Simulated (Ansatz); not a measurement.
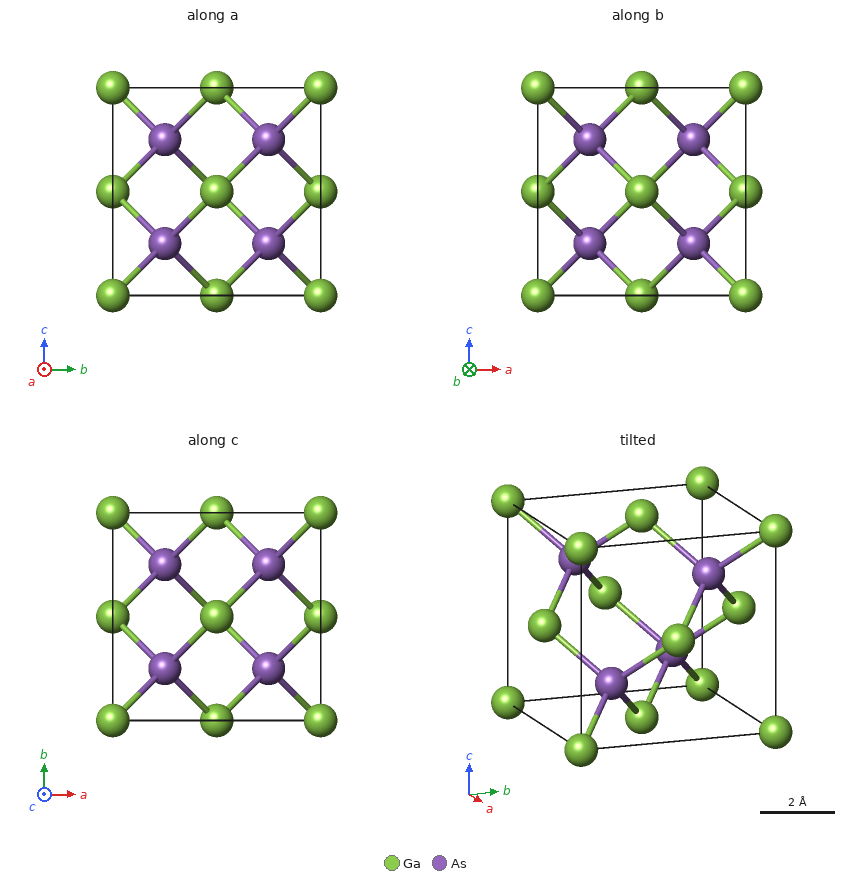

The crystal in a ball-and-stick representation, seen along the a axis, along the b axis, along the c axis and slightly off an axis. The parallelepiped is the conventional unit cell.

Lattice parameters: a = 5.6460 Å, b = 5.6460 Å, c = 5.6460 Å, α = 90.000°, β = 90.000°, γ = 90.000°.

### Give the structure in the form of a CIF with its space group and independent sites.

```cif
data_structure
_symmetry_space_group_name_H-M 'F -4 3 m'
_symmetry_Int_Tables_number 216
_cell_length_a 5.6460
_cell_length_b 5.6460
_cell_length_c 5.6460
_cell_angle_alpha 90.000
_cell_angle_beta 90.000
_cell_angle_gamma 90.000
_cell_volume 179.98
loop_
_atom_site_label
_atom_site_type_symbol
_atom_site_symmetry_multiplicity
_atom_site_Wyckoff_symbol
_atom_site_fract_x
_atom_site_fract_y
_atom_site_fract_z
_atom_site_occupancy
Ga1 Ga 4 a 0.0000 0.0000 0.0000 1
As1 As 4 d 0.2500 0.2500 0.7500 1
```

Starting structure: a structure type filled with these elements by a generator (whether the compound takes this form wasn't checked). Earlier steps of the study, as a rule a relaxation of our own, may have changed the cell and positions, so they can lie some per cent off the listed ones. It was the input of a calculation with Ansatz.
